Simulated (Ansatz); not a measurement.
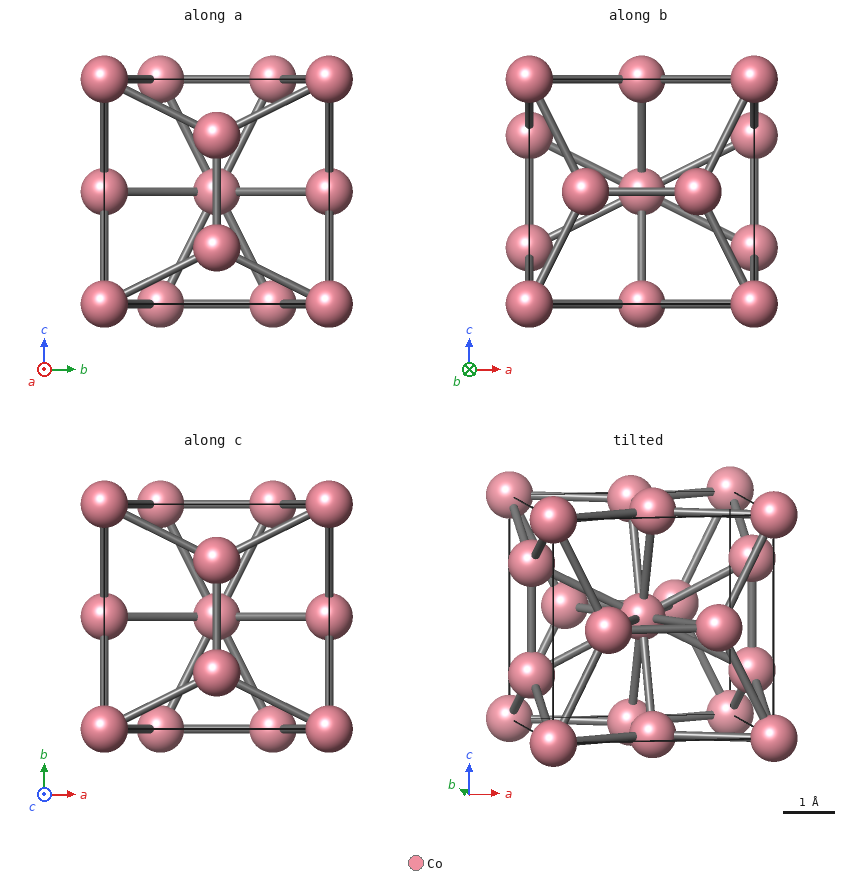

Ball-and-stick drawing of the structure, looking along the a axis, along the b axis, along the c axis and slightly off an axis. Atoms at the boundary of the conventional unit cell (the box) are drawn once for each face, edge or corner they touch.

Lattice parameters: a = 4.4232 Å, b = 4.4232 Å, c = 4.4232 Å, α = 90.000°, β = 90.000°, γ = 90.000°.

Question: From the views, write a CIF in P1 with every atom of the cell.

Answer:
```cif
data_structure
_symmetry_space_group_name_H-M 'P 1'
_symmetry_Int_Tables_number 1
_cell_length_a 4.4232
_cell_length_b 4.4232
_cell_length_c 4.4232
_cell_angle_alpha 90.000
_cell_angle_beta 90.000
_cell_angle_gamma 90.000
_cell_volume 86.54
loop_
_atom_site_label
_atom_site_type_symbol
_atom_site_fract_x
_atom_site_fract_y
_atom_site_fract_z
_atom_site_occupancy
Co1 Co 0.0000 0.0000 0.0000 1
Co2 Co 0.5000 0.5000 0.5000 1
Co3 Co 0.2500 0.0000 0.5000 1
Co4 Co 0.7500 0.0000 0.5000 1
Co5 Co 0.5000 0.2500 0.0000 1
Co6 Co 0.5000 0.7500 0.0000 1
Co7 Co 0.0000 0.5000 0.2500 1
Co8 Co 0.0000 0.5000 0.7500 1
```

The structure comes from a structure type filled with this element by a generator (whether the element takes this form wasn't checked). Atoms and cell were optimised with Ansatz 0.2.0, DFT, revPBE, plane waves (420 eV) with PAW, scalar-relativistic.
